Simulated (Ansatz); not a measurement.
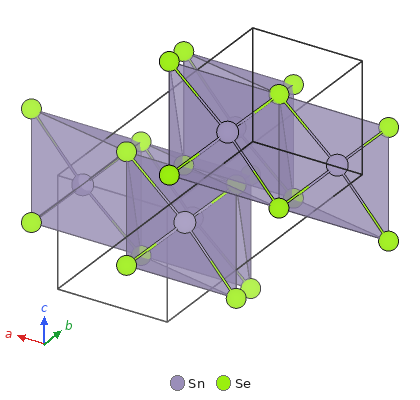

SnSe, space group Cmcm (No. 63), a = 4.271 Å, b = 12.048 Å, c = 4.260 Å, α = 90.00°, β = 90.00°, γ = 90.00°. Geometry: the structure of a calculation's input, shown in its standard cell. Forms under 0.4 % of the area are left out.

Q: Which faces does the BFDH rule predict for this crystal?

A: The forms computed, by share of the surface:

```json
{"form": "{020}", "faces": "2", "d (Å)": "6.024", "share of area (%)": "34.5"}
{"form": "{110}", "faces": "4", "d (Å)": "4.025", "share of area (%)": "29.7"}
{"form": "{021}", "faces": "4", "d (Å)": "3.478", "share of area (%)": "25.6"}
{"form": "{111}", "faces": "8", "d (Å)": "2.926", "share of area (%)": "10.2"}
```

Widths along a, b and c stand as 1.00 : 0.63 : 1.34.

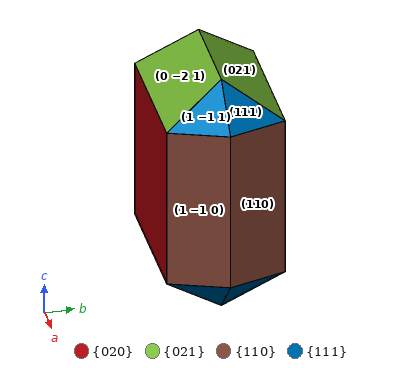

The computed shape, faces indexed. The rule is geometric and ignores bonding and growth conditions.
